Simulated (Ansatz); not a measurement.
# Geometry relaxation, with input and output: C (part 3 of 3)

C (16 atoms in the cell); DFT PBEsol, scalar-relativistic, plane waves, PAW, no spin polarisation (Ansatz 0.2.0); cutoff 420 eV, 12×12×2 k-mesh, Gaussian smearing of 0.02 eV. The structure was built on a prototype by a generator; it need not be a known phase. It belongs to a series of runs on one base structure; here: stacking ABCABABC.

Geometry of the input (Å; fractional positions):
```
2.4988  0.0000  0.0000
-1.2494  2.1640  0.0000
0.0000  0.0000  16.6433
C  0.0000  0.0000  0.0000
C  0.0000  0.0000  0.0938
C  0.3333  0.6667  0.1250
C  0.3333  0.6667  0.2188
C  0.6667  0.3333  0.2500
C  0.6667  0.3333  0.3438
C  0.0000  0.0000  0.3750
C  0.0000  0.0000  0.4688
C  0.3333  0.6667  0.5000
C  0.3333  0.6667  0.5938
C  0.0000  0.0000  0.6250
C  0.0000  0.0000  0.7188
C  0.3333  0.6667  0.7500
C  0.3333  0.6667  0.8438
C  0.6667  0.3333  0.8750
C  0.6667  0.3333  0.9688
```

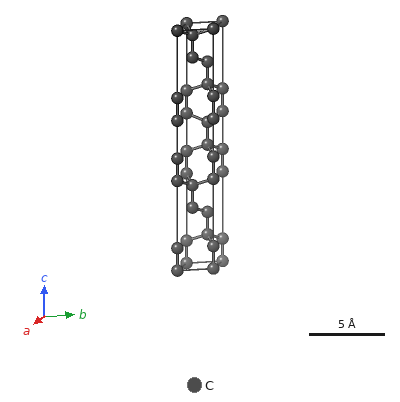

Fig. 1: The geometry at step 8 of the log (ball-and-stick view of the cell of the calculation, seen slightly off an axis).

Trajectory as extended XYZ, continued
```
16
Lattice="2.5092 0.0000 0.0000 -1.2546 2.1730 0.0000 0.0000 0.0000 16.4726" Properties=species:S:1:pos:R:3:forces:R:3 step=7 energy=-3946.60403 pressure_GPa=-0.00
C     0.0000    0.0000    0.0062    0.0000   0.0000   0.0000
C     0.0000    0.0000    1.5451    0.0000   0.0000   0.0000
C     0.0000    1.4487    2.0583    0.0000   0.0000   0.0000
C     0.0000    1.4487    3.5972    0.0000   0.0000   0.0000
C     1.2546    0.7243    4.1104    0.0000   0.0000   0.0000
C     1.2546    0.7243    5.6492    0.0000   0.0000   0.0000
C     0.0000    0.0000    6.1626    0.0000   0.0000   0.0000
C     0.0000    0.0000    7.7001    0.0000   0.0000  -0.0001
C     0.0000    1.4487    8.2174    0.0000   0.0000  -0.0002
C     0.0000    1.4487    9.7775    0.0000   0.0000   0.0001
C     0.0000    0.0000   10.2985    0.0000   0.0000  -0.0001
C     0.0000    0.0000   11.8585    0.0000   0.0000   0.0002
C     0.0000    1.4487   12.3758    0.0000   0.0000   0.0001
C     0.0000    1.4487   13.9133    0.0000   0.0000   0.0000
C     1.2546    0.7243   14.4268    0.0000   0.0000   0.0000
C     1.2546    0.7243   15.9655    0.0000   0.0000   0.0000
16
Lattice="2.5092 0.0000 0.0000 -1.2546 2.1730 0.0000 0.0000 0.0000 16.4726" Properties=species:S:1:pos:R:3:forces:R:3 step=8 energy=-3946.60400 pressure_GPa=-0.00
C     0.0000    0.0000    0.0062    0.0000   0.0000   0.0001
C     0.0000    0.0000    1.5451    0.0000   0.0000  -0.0001
C     0.0000    1.4487    2.0583    0.0000   0.0000   0.0001
C     0.0000    1.4487    3.5972    0.0000   0.0000  -0.0001
C     1.2546    0.7243    4.1104    0.0000   0.0000   0.0000
C     1.2546    0.7243    5.6492    0.0000   0.0000  -0.0001
C     0.0000    0.0000    6.1626    0.0000   0.0000   0.0001
C     0.0000    0.0000    7.7001    0.0000   0.0000  -0.0001
C     0.0000    1.4487    8.2174    0.0000   0.0000  -0.0001
C     0.0000    1.4487    9.7775    0.0000   0.0000   0.0001
C     0.0000    0.0000   10.2985    0.0000   0.0000  -0.0001
C     0.0000    0.0000   11.8585    0.0000   0.0000   0.0001
C     0.0000    1.4487   12.3758    0.0000   0.0000   0.0001
C     0.0000    1.4487   13.9133    0.0000   0.0000  -0.0001
C     1.2546    0.7243   14.4268    0.0000   0.0000   0.0001
C     1.2546    0.7243   15.9655    0.0000   0.0000   0.0000
```
